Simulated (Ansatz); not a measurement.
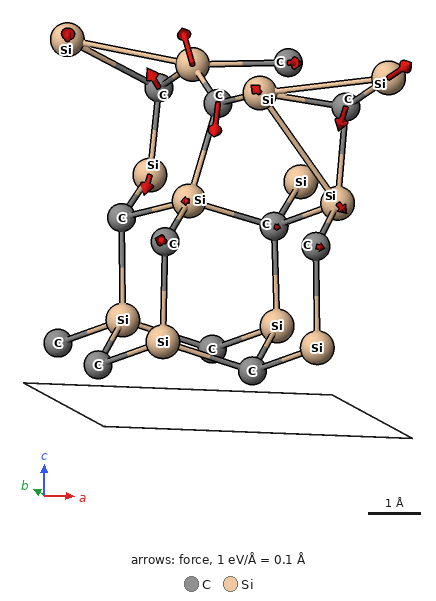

Starting geometry of a slab of composition SiC (cut from the F-43m phase) with the computed forces as red arrows. The picture is a ball-and-stick view of the cell of the calculation, outlined in the plane, without the vacuum (origin shifted), seen slightly off an axis.

Case: upper atoms moved at random (sigma 0.25 Å), then relaxed. The slab is the (1 1 1) face of SiC. 8 atoms are held fixed.

The calculation used Ansatz 0.2.0, DFT r2SCAN, scalar-relativistic, plane waves, PAW. Set-up: plane-wave cutoff 500 eV; k-point mesh 5 × 5 × 1; occupations gaussian; smearing width 0.05 eV; no spin polarisation; dipole correction; atoms relaxed in a fixed cell; force threshold 0.02 eV/Å; at most 90 steps.

Question: What follows when this structure is relaxed?

Answer: It isn't relaxed: the largest force vector, on a Si atom, is 12.18 eV/Å. The final displacements follow the starting forces only in part (cosine between the two patterns 0.39). After 9 geometry steps the energy has fallen by 9.194 eV per cell of the calculation. Largest force component: 10 eV/Å at the start, 0.0058 eV/Å at the end. The atom that moves furthest is a C atom (0.73 Å at 73° to the normal (+c side)). Largest moves by element: C 0.73 Å, Si 0.40 Å. The lattice vectors keep their values. Near-neighbour distances that change, for instance: C–Si 2.851 → 1.893 Å, Si–Si 3.699 → 3.083 Å, Si–Si 2.516 → 3.128 Å, Si–Si 3.651 → 3.080 Å. New bonds form, among them: C–Si (2.85 → 1.89 Å). Among the angles between lasting bonds that change: Si–C–Si 74.7° → 115.1°, C–Si–C 78.5° → 118.6°, Si–C–Si 143.1° → 116.2°.
